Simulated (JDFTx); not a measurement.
# Geometry relaxation of CuAu (part 1 of 4)

The run: geometry relaxation of CuAu (P4/mmm, 2 atoms in the cell). Method and program: Kohn-Sham DFT of a periodic cell, PBE, PseudoDojo-SR-PBE-0.5-stringent, no spin polarisation (JDFTx 1.7.0 (patched build)).

The structure derives from an entry of the Crystallography Open Database.

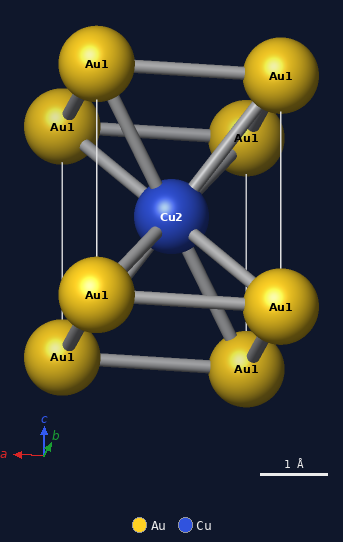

**Figure 1.** The structure as given in the input (ball-and-stick view of the cell of the calculation, seen at an oblique angle; atoms are numbered from 1 in the order of the input). An atom can appear more than once, as a periodic image. Near neighbours in the periodic cell (some may lie outside the picture): Au has 4 Au at 2.81 Å and 8 Cu at 2.71 Å; Cu has 8 Au at 2.71 Å and 4 Cu at 2.81 Å.

Results in brief:

```json
{"quantity": "outcome", "value": "converged"}
{"quantity": "space group (tolerance 0.01 Å)", "value": "P4/mmm (123)"}
{"quantity": "electrons treated", "value": "38"}
{"quantity": "free energy", "value": "−8882.6536 eV"}
{"quantity": "Fermi energy", "value": "18.841 eV"}
{"quantity": "gap on the k-point mesh", "value": "none (metallic)"}
{"quantity": "pressure", "value": "0.01 GPa"}
{"quantity": "final volume", "value": "29.32 Å³"}
{"quantity": "largest force (length of the vector) at the end", "value": "under 0.001 eV/Å"}
{"quantity": "final cell", "value": "a = 3.048 Å, b = 3.048 Å, c = 3.156 Å, α = 90.00°, β = 90.00°, γ = 90.00°"}
{"quantity": "hardware", "value": "1 thread of Arm Neoverse V2, 24 GiB of memory available, shared host"}
{"quantity": "wall time", "value": "9 min"}
{"quantity": "peak memory", "value": "0.13 GiB"}
```

Notes:

Points of doubt noted for this run: coarse mesh. Spin–orbit coupling is left out, which matters for Au. The k-point mesh is coarse for a cell of this size, so the results may not be converged.

Input:
```
lattice \
    5.3115466753     0.0000000000     0.0000000000 \
    0.0000000000     5.3115466753     0.0000000000 \
    0.0000000000     0.0000000000     6.9636407692
coords-type Lattice
ion Au     0.0000000000     0.0000000000     0.0000000000 1
ion Cu     0.5000000000     0.5000000000     0.5000000000 1

ion-species pseudo/Au.upf
ion-species pseudo/Cu.upf
elec-cutoff 52 416
elec-ex-corr gga-PBE
kpoint-folding 4 4 4
elec-smearing Fermi 0.0018374661
elec-n-bands 26
electronic-SCF nIterations 100 energyDiffThreshold 1e-09
electronic-minimize nIterations 30 energyDiffThreshold 1e-7
forces-output-coords Cartesian
lattice-minimize nIterations 40 energyDiffThreshold 1e-6

dump-name run.$VAR
dump End Ecomponents EigStats BandEigs Kpoints Forces Stress
```

Launched with:
```bash
jdftx -c 1 -i CuAu.in -o CuAu.out
```

The program's output:
```
*************** JDFTx 1.7.0 (patched build) ***************

Input parsed successfully to the following command list (including defaults):
[... the input with its defaults ...]

---------- Setting up symmetries ----------

Found 16 point-group symmetries of the bravais lattice
Found 16 space-group symmetries with basis
Applied RMS atom displacement 0 bohrs to make symmetries exact.

---------- Initializing the Grid ----------
R =
[      5.31155            0            0  ]
[            0      5.31155            0  ]
[            0            0      6.96364  ]
unit cell volume = 196.462
G =
[    1.18293          0          0  ]
[          0    1.18293          0  ]
[          0          0   0.902285  ]
Minimum fftbox size, Smin = [  52  52  64  ]
Chosen fftbox size, S = [  54  54  64  ]

---------- Initializing tighter grid for wavefunction operations ----------
R =
[      5.31155            0            0  ]
[            0      5.31155            0  ]
[            0            0      6.96364  ]
unit cell volume = 196.462
G =
[    1.18293          0          0  ]
[          0    1.18293          0  ]
[          0          0   0.902285  ]
Minimum fftbox size, Smin = [  36  36  48  ]
Chosen fftbox size, S = [  36  36  48  ]

---------- Exchange Correlation functional ----------
Initalized PBE GGA exchange.
Initalized PBE GGA correlation.

---------- Setting up pseudopotentials ----------
Width of ionic core gaussian charges (only for fluid interactions / plotting) set to 0

Reading pseudopotential file 'pseudo/Au.upf':
  'Au' pseudopotential, 'PBE' functional
  Generated using ONCVPSP code by D. R. Hamann
  19 valence electrons, 4 orbitals, 7 projectors, 1001 radial grid points, with lMax = 3
    5S    l: 0   occupation:  2.0   eigenvalue: -3.982491
    5P    l: 1   occupation:  6.0   eigenvalue: -2.196962
    5D    l: 2   occupation: 10.0   eigenvalue: -0.252734
    6S    l: 0   occupation:  1.0   eigenvalue: -0.211760
  Core radius for overlap checks: 1.57 bohrs.

Reading pseudopotential file 'pseudo/Cu.upf':
  'Cu' pseudopotential, 'PBE' functional
  Generated using ONCVPSP code by D. R. Hamann
  19 valence electrons, 4 orbitals, 6 projectors, 1001 radial grid points, with lMax = 2
    3S    l: 0   occupation:  2.0   eigenvalue: -4.215294
    3P    l: 1   occupation:  6.0   eigenvalue: -2.651240
    3D    l: 2   occupation: 10.0   eigenvalue: -0.185165
    4S    l: 0   occupation:  1.0   eigenvalue: -0.169411
  Core radius for overlap checks: 1.55 bohrs.

Initialized 2 species with 2 total atoms.

Folded 1 k-points by 4x4x4 to 64 k-points.

---------- Setting up k-points, bands, fillings ----------
Reduced to 18 k-points under symmetry.
Computing the number of bands and number of electrons
Calculating initial fillings.
nElectrons:  38.000000   nBands: 26   nStates: 18

----- Setting up reduced wavefunction bases (one per k-point) -----
average nbasis = 3521.047 , ideal nbasis = 3518.661

---------- Setting up ewald sum ----------
Optimum gaussian width for ewald sums = 2.066163 bohr.
Real space sum over 1089 unit cells with max indices [  5  5  4  ]
Reciprocal space sum over 1815 terms with max indices [  5  5  7  ]

---------- Allocating electronic variables ----------
Initializing wave functions:  linear combination of atomic orbitals
Note: number of bands (26) exceeds available atomic orbitals (20)
Au pseudo-atom occupations:   s ( 2 1 )  p ( 6 )  d ( 10 )
Cu pseudo-atom occupations:   s ( 2 1 )  p ( 6 )  d ( 10 )
	FillingsUpdate:  mu: +0.689734422  nElectrons: 38.000000
LCAOMinimize: Iter:   0  F: -326.3560374410622558  |grad|_K:  3.786e-03  alpha:  1.000e+00
	FillingsUpdate:  mu: +0.728706770  nElectrons: 38.000000
LCAOMinimize: Iter:   1  F: -326.3809542245221564  |grad|_K:  2.084e-03  alpha:  4.674e-01  linmin:  6.454e-02  cgtest: -7.391e-01
	FillingsUpdate:  mu: +0.725725346  nElectrons: 38.000000
[... 13 lines of inner loops ...]
LCAOMinimize: Iter:   7  F: -326.3877348910968976  |grad|_K:  2.661e-06  alpha:  4.675e-01  linmin: -1.440e-05  cgtest:  4.946e-02
	FillingsUpdate:  mu: +0.717506550  nElectrons: 38.000000
LCAOMinimize: Iter:   8  F: -326.3877349080678982  |grad|_K:  4.039e-07  alpha:  3.938e-01  linmin:  3.484e-04  cgtest: -5.348e-02
LCAOMinimize: Converged (|Delta F|<1.000000e-06 for 2 iters).

--------- Lattice Minimization ---------

-------- Electronic minimization -----------
Will mix electronic density at each iteration.
	FillingsUpdate:  mu: +0.717506550  nElectrons: 38.000000
	FillingsUpdate:  mu: +0.703283238  nElectrons: 38.000000
SCF: Cycle:  0   F: -326.426668581575598   dF: -3.893e-02   |Residual|: 4.330e-02   |deigs|: 8.435e-02
	FillingsUpdate:  mu: +0.704107138  nElectrons: 38.000000
SCF: Cycle:  1   F: -326.427173955251988   dF: -5.054e-04   |Residual|: 1.920e-02   |deigs|: 7.004e-03
	FillingsUpdate:  mu: +0.703979880  nElectrons: 38.000000
SCF: Cycle:  2   F: -326.427128258521464   dF: +4.570e-05   |Residual|: 1.239e-02   |deigs|: 2.651e-03
	FillingsUpdate:  mu: +0.703674875  nElectrons: 38.000000
SCF: Cycle:  3   F: -326.427286369099363   dF: -1.581e-04   |Residual|: 2.634e-03   |deigs|: 1.724e-03
	FillingsUpdate:  mu: +0.703506422  nElectrons: 38.000000
SCF: Cycle:  4   F: -326.427291661472736   dF: -5.292e-06   |Residual|: 1.074e-03   |deigs|: 4.220e-04
	FillingsUpdate:  mu: +0.703529901  nElectrons: 38.000000
SCF: Cycle:  5   F: -326.427291859572165   dF: -1.981e-07   |Residual|: 2.455e-04   |deigs|: 6.067e-05
	FillingsUpdate:  mu: +0.703511539  nElectrons: 38.000000
SCF: Cycle:  6   F: -326.427291921746360   dF: -6.217e-08   |Residual|: 9.699e-05   |deigs|: 3.747e-05
	FillingsUpdate:  mu: +0.703519395  nElectrons: 38.000000
SCF: Cycle:  7   F: -326.427291933002834   dF: -1.126e-08   |Residual|: 2.912e-05   |deigs|: 2.175e-05
	FillingsUpdate:  mu: +0.703518821  nElectrons: 38.000000
SCF: Cycle:  8   F: -326.427291935761502   dF: -2.759e-09   |Residual|: 7.286e-06   |deigs|: 1.545e-05
	FillingsUpdate:  mu: +0.703519166  nElectrons: 38.000000
SCF: Cycle:  9   F: -326.427291936475228   dF: -7.137e-10   |Residual|: 4.447e-06   |deigs|: 1.201e-05
	FillingsUpdate:  mu: +0.703519224  nElectrons: 38.000000
SCF: Cycle: 10   F: -326.427291936702431   dF: -2.272e-10   |Residual|: 2.272e-06   |deigs|: 9.780e-06
SCF: Converged (|Delta E|<1.000000e-09 for 2 iters).

Setting wave functions to eigenvectors of Hamiltonian
# Lattice vectors:
R =
[      5.31155            0            0  ]
[            0      5.31155            0  ]
[            0            0      6.96364  ]
unit cell volume = 196.462

# Strain tensor in Cartesian coordinates:
[            0            0            0  ]
[            0            0            0  ]
[            0            0            0  ]

# Stress tensor in Cartesian coordinates [Eh/a0^3]:
[ -0.000206906            0            0  ]
[            0 -0.000206906            0  ]
[            0            0 -5.87568e-05  ]

# Ionic positions in lattice coordinates:
ion Au   0.000000000000000   0.000000000000000   0.000000000000000 1
ion Cu   0.500000000000000   0.500000000000000   0.500000000000000 1

# Forces in Cartesian coordinates:
force Au  -0.000000000000000   0.000000000000000   0.000000000000000 1
force Cu   0.000000000000000   0.000000000000000   0.000000000000000 1

# Energy components:
   Eewald =     -225.9651395093409292
       EH =       88.2004497125019071
     Eloc =     -254.6042867238174949
      Enl =      -33.8650640909254221
      Exc =      -50.2068899644951117
 Exc_core =       15.0682176633378049
       KE =      134.9456125481488584
-------------------------------------
     Etot =     -326.4271003645904443
       TS =        0.0001915721119867
-------------------------------------
        F =     -326.4272919367024315

LatticeMinimize: Iter:   0  F: -326.427291936702431  |grad|_K:  1.009e-02

#--- Lowdin population analysis ---
# oxidation-state Au +0.160
# oxidation-state Cu +0.211

-------- Electronic minimization -----------
Will mix electronic density at each iteration.
	FillingsUpdate:  mu: +0.703519224  nElectrons: 38.000000
	FillingsUpdate:  mu: +0.700606998  nElectrons: 38.000000
SCF: Cycle:  0   F: -326.427388285834922   dF: -4.470e-06   |Residual|: 1.044e-03   |deigs|: 2.544e-05
	FillingsUpdate:  mu: +0.700738049  nElectrons: 38.000000
SCF: Cycle:  1   F: -326.427389074251209   dF: -7.884e-07   |Residual|: 3.260e-04   |deigs|: 2.339e-04
	FillingsUpdate:  mu: +0.700752849  nElectrons: 38.000000
SCF: Cycle:  2   F: -326.427389226543880   dF: -1.523e-07   |Residual|: 2.055e-04   |deigs|: 8.024e-05
	FillingsUpdate:  mu: +0.700750536  nElectrons: 38.000000
SCF: Cycle:  3   F: -326.427389285792572   dF: -5.925e-08   |Residual|: 4.202e-05   |deigs|: 3.126e-05
	FillingsUpdate:  mu: +0.700746736  nElectrons: 38.000000
SCF: Cycle:  4   F: -326.427389286545349   dF: -7.528e-10   |Residual|: 1.269e-05   |deigs|: 6.537e-06
	FillingsUpdate:  mu: +0.700749105  nElectrons: 38.000000
SCF: Cycle:  5   F: -326.427389286843777   dF: -2.984e-10   |Residual|: 6.940e-06   |deigs|: 4.014e-06
SCF: Converged (|Delta E|<1.000000e-09 for 2 iters).

Setting wave functions to eigenvectors of Hamiltonian
LatticeMinimize: 	Wolfe criterion not satisfied: alpha: 1  (E-E0)/|gdotd0|: -0.956944  gdotd/gdotd0: 0.916672 (taking cubic step)

-------- Electronic minimization -----------
Will mix electronic density at each iteration.
	FillingsUpdate:  mu: +0.700749105  nElectrons: 38.000000
	FillingsUpdate:  mu: +0.694934990  nElectrons: 38.000000
SCF: Cycle:  0   F: -326.427553501799025   dF: -1.698e-05   |Residual|: 2.284e-03   |deigs|: 9.870e-06
	FillingsUpdate:  mu: +0.695205430  nElectrons: 38.000000
SCF: Cycle:  1   F: -326.427556715139133   dF: -3.213e-06   |Residual|: 8.812e-04   |deigs|: 5.142e-04
	FillingsUpdate:  mu: +0.695227656  nElectrons: 38.000000
SCF: Cycle:  2   F: -326.427557824872622   dF: -1.110e-06   |Residual|: 3.784e-04   |deigs|: 1.976e-04
	FillingsUpdate:  mu: +0.695219658  nElectrons: 38.000000
SCF: Cycle:  3   F: -326.427558037888275   dF: -2.130e-07   |Residual|: 8.385e-05   |deigs|: 6.023e-05
	FillingsUpdate:  mu: +0.695214673  nElectrons: 38.000000
SCF: Cycle:  4   F: -326.427558040828160   dF: -2.940e-09   |Residual|: 1.960e-05   |deigs|: 9.406e-06
	FillingsUpdate:  mu: +0.695218006  nElectrons: 38.000000
SCF: Cycle:  5   F: -326.427558041672967   dF: -8.448e-10   |Residual|: 1.018e-05   |deigs|: 4.183e-06
	FillingsUpdate:  mu: +0.695217391  nElectrons: 38.000000
SCF: Cycle:  6   F: -326.427558041781992   dF: -1.090e-10   |Residual|: 2.672e-06   |deigs|: 1.384e-06
SCF: Converged (|Delta E|<1.000000e-09 for 2 iters).

Setting wave functions to eigenvectors of Hamiltonian
# Lattice vectors:
R =
[      5.33073            0            0  ]
[            0      5.33073            0  ]
[            0            0      6.97078  ]
unit cell volume = 198.086

# Strain tensor in Cartesian coordinates:
[   0.00361135            0            0  ]
[            0   0.00361135            0  ]
[            0            0   0.00102495  ]

# Stress tensor in Cartesian coordinates [Eh/a0^3]:
[ -0.000156938            0            0  ]
[            0 -0.000156938            0  ]
[            0            0 -1.60425e-05  ]

# Ionic positions in lattice coordinates:
ion Au   0.000000000000000   0.000000000000000   0.000000000000000 1
ion Cu   0.500000000000000   0.500000000000000   0.500000000000000 1

# Forces in Cartesian coordinates:
force Au   0.000000000000000  -0.000000000000000   0.000000000000000 1
force Cu  -0.000000000000000  -0.000000000000000   0.000000000000000 1

# Energy components:
   Eewald =     -225.3452310087320711
       EH =       88.5693210623422829
     Eloc =     -255.5875808853102171
      Enl =      -33.8681617261478038
      Exc =      -50.2014130431187979
 Exc_core =       15.0682173741088068
       KE =      134.9374744214494228
-------------------------------------
     Etot =     -326.4273738054083651
       TS =        0.0001842363736273
-------------------------------------
        F =     -326.4275580417819924

LatticeMinimize: Iter:   1  F: -326.427558041781992  |grad|_K:  7.582e-03  alpha:  3.000e+00  linmin: -9.921e-01

#--- Lowdin population analysis ---
# oxidation-state Au +0.158
# oxidation-state Cu +0.212

-------- Electronic minimization -----------
Will mix electronic density at each iteration.
	FillingsUpdate:  mu: +0.695217391  nElectrons: 38.000000
	FillingsUpdate:  mu: +0.674362507  nElectrons: 38.000000
SCF: Cycle:  0   F: -326.427866515963160   dF: -2.282e-04   |Residual|: 8.043e-03   |deigs|: 1.072e-04
	FillingsUpdate:  mu: +0.675297547  nElectrons: 38.000000
SCF: Cycle:  1   F: -326.427907732662845   dF: -4.122e-05   |Residual|: 3.092e-03   |deigs|: 1.807e-03
	FillingsUpdate:  mu: +0.675418898  nElectrons: 38.000000
SCF: Cycle:  2   F: -326.427920991913822   dF: -1.326e-05   |Residual|: 1.246e-03   |deigs|: 6.850e-04
	FillingsUpdate:  mu: +0.675378030  nElectrons: 38.000000
SCF: Cycle:  3   F: -326.427923183085795   dF: -2.191e-06   |Residual|: 3.281e-04   |deigs|: 2.001e-04
	FillingsUpdate:  mu: +0.675365273  nElectrons: 38.000000
SCF: Cycle:  4   F: -326.427923224710867   dF: -4.163e-08   |Residual|: 6.673e-05   |deigs|: 3.385e-05
	FillingsUpdate:  mu: +0.675377152  nElectrons: 38.000000
SCF: Cycle:  5   F: -326.427923234683021   dF: -9.972e-09   |Residual|: 3.287e-05   |deigs|: 1.389e-05
	FillingsUpdate:  mu: +0.675374722  nElectrons: 38.000000
SCF: Cycle:  6   F: -326.427923236175218   dF: -1.492e-09   |Residual|: 5.908e-06   |deigs|: 3.302e-06
	FillingsUpdate:  mu: +0.675374892  nElectrons: 38.000000
SCF: Cycle:  7   F: -326.427923236556808   dF: -3.816e-10   |Residual|: 4.179e-06   |deigs|: 3.486e-07
	FillingsUpdate:  mu: +0.675374431  nElectrons: 38.000000
SCF: Cycle:  8   F: -326.427923236680044   dF: -1.232e-10   |Residual|: 1.985e-06   |deigs|: 6.369e-07
SCF: Converged (|Delta E|<1.000000e-09 for 2 iters).

Setting wave functions to eigenvectors of Hamiltonian
# Lattice vectors:
R =
[      5.38054            0            0  ]
[            0      5.38054            0  ]
[            0            0      6.97614  ]
unit cell volume = 201.961

# Strain tensor in Cartesian coordinates:
[     0.012989            0            0  ]
[            0     0.012989            0  ]
[            0            0   0.00179505  ]

# Stress tensor in Cartesian coordinates [Eh/a0^3]:
[  -4.3525e-05            0            0  ]
[            0  -4.3525e-05            0  ]
[            0            0  7.31051e-05  ]

# Ionic positions in lattice coordinates:
ion Au   0.000000000000000   0.000000000000000   0.000000000000000 1
ion Cu   0.500000000000000   0.500000000000000   0.500000000000000 1

# Forces in Cartesian coordinates:
force Au   0.000000000000000  -0.000000000000000   0.000000000000000 1
force Cu   0.000000000000000   0.000000000000000   0.000000000000000 1

# Energy components:
   Eewald =     -223.8931612261736461
       EH =       89.4383897662664964
     Eloc =     -257.8965187650424582
      Enl =      -33.8753323931579047
      Exc =      -50.1888573400992186
 Exc_core =       15.0682167527850179
       KE =      134.9195049007783496
-------------------------------------
     Etot =     -326.4277583046433620
       TS =        0.0001649320366912
-------------------------------------
        F =     -326.4279232366800443

LatticeMinimize: Iter:   2  F: -326.427923236680044  |grad|_K:  3.320e-03  alpha:  1.000e+00  linmin: -5.985e-01

#--- Lowdin population analysis ---
# oxidation-state Au +0.151
# oxidation-state Cu +0.215

-------- Electronic minimization -----------
Will mix electronic density at each iteration.
	FillingsUpdate:  mu: +0.675374431  nElectrons: 38.000000
	FillingsUpdate:  mu: +0.673034268  nElectrons: 38.000000
SCF: Cycle:  0   F: -326.428033258276173   dF: -5.133e-05   |Residual|: 1.513e-03   |deigs|: 3.172e-05
	FillingsUpdate:  mu: +0.673212659  nElectrons: 38.000000
SCF: Cycle:  1   F: -326.428034764674692   dF: -1.506e-06   |Residual|: 1.147e-03   |deigs|: 3.364e-04
	FillingsUpdate:  mu: +0.673184565  nElectrons: 38.000000
SCF: Cycle:  2   F: -326.428036363464741   dF: -1.599e-06   |Residual|: 3.633e-04   |deigs|: 1.846e-04
	FillingsUpdate:  mu: +0.673194785  nElectrons: 38.000000
SCF: Cycle:  3   F: -326.428036402854389   dF: -3.939e-08   |Residual|: 9.278e-05   |deigs|: 1.327e-05
	FillingsUpdate:  mu: +0.673195069  nElectrons: 38.000000
SCF: Cycle:  4   F: -326.428036409808385   dF: -6.954e-09   |Residual|: 2.970e-05   |deigs|: 9.796e-06
	FillingsUpdate:  mu: +0.673194476  nElectrons: 38.000000
SCF: Cycle:  5   F: -326.428036410596292   dF: -7.879e-10   |Residual|: 3.399e-06   |deigs|: 3.164e-06
	FillingsUpdate:  mu: +0.673194595  nElectrons: 38.000000
SCF: Cycle:  6   F: -326.428036410785239   dF: -1.889e-10   |Residual|: 4.278e-06   |deigs|: 5.150e-07
SCF: Converged (|Delta E|<1.000000e-09 for 2 iters).

Setting wave functions to eigenvectors of Hamiltonian
# Lattice vectors:
R =
[      5.39596            0            0  ]
[            0      5.39596            0  ]
[            0            0      6.94183  ]
unit cell volume = 202.121

# Strain tensor in Cartesian coordinates:
[    0.0158928            0            0  ]
[            0    0.0158928            0  ]
[            0            0  -0.00313277  ]

# Stress tensor in Cartesian coordinates [Eh/a0^3]:
[ -3.16601e-05            0            0  ]
[            0 -3.16601e-05            0  ]
[            0            0  6.64349e-05  ]

# Ionic positions in lattice coordinates:
ion Au   0.000000000000000   0.000000000000000   0.000000000000000 1
ion Cu   0.500000000000000   0.500000000000000   0.500000000000000 1

# Forces in Cartesian coordinates:
force Au  -0.000000000000000   0.000000000000000   0.000000000000000 1
force Cu   0.000000000000000   0.000000000000000   0.000000000000000 1

# Energy components:
   Eewald =     -223.8324004138795544
       EH =       89.4739546652086091
     Eloc =     -257.9918458432643433
      Enl =      -33.8751477675831225
      Exc =      -50.1881206427709401
 Exc_core =       15.0682165320096804
       KE =      134.9174639933358719
```
